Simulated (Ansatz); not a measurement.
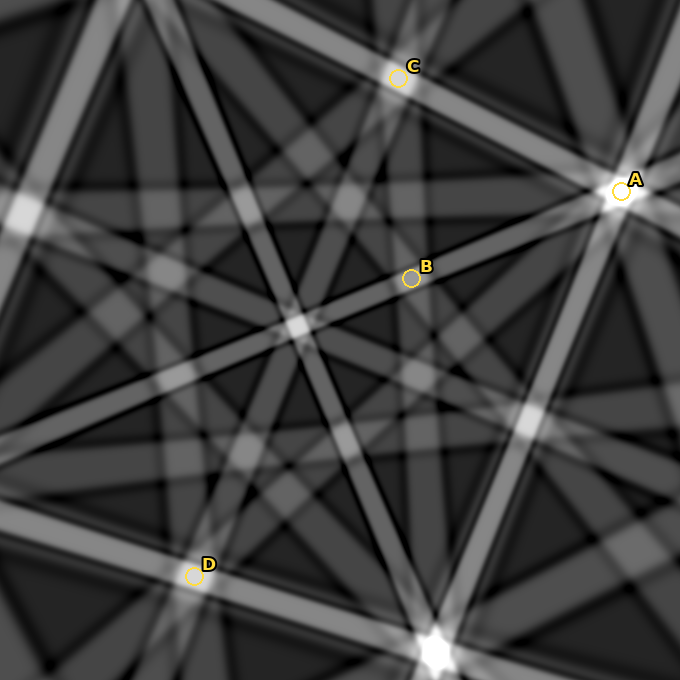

Simulated Kikuchi (electron backscatter) pattern at 20 kV: kinematic bands of width 2θ(Bragg) in gnomonic projection, seen from the camera side; the frame spans ±42° from its centre. Crystal: Cu, space group Fm-3m (No. 225), a = 3.629 Å. Structure: the end point of a relaxation with Ansatz 0.2.0, DFT PBE, scalar-relativistic, plane waves, PAW; the starting structure was generated, so it need not be a known form of this composition.

```
Cu
1.0
     3.62934    0.00000    0.00000
     0.00000    3.62934    0.00000
     0.00000    0.00000    3.62934
Cu
4
Direct
  0.50000 0.00000 0.00000
  0.50000 0.50000 0.50000
  0.00000 0.00000 0.50000
  0.00000 0.50000 0.00000
```

Pole A is [-101] and pole B is [-103].

> Index the poles C and D.

C is [-1-12], 30.0° from A and 25.4° from B. D is [112], 73.2° from A and 49.8° from B.

> Which band joins A and B, and how wide is it?

It comes from the planes common to both zones. The strongest order is 0 2 0 with d = 1.815 Å, so the band is 2θ = 2.7° wide (λ = 0.0859 Å).
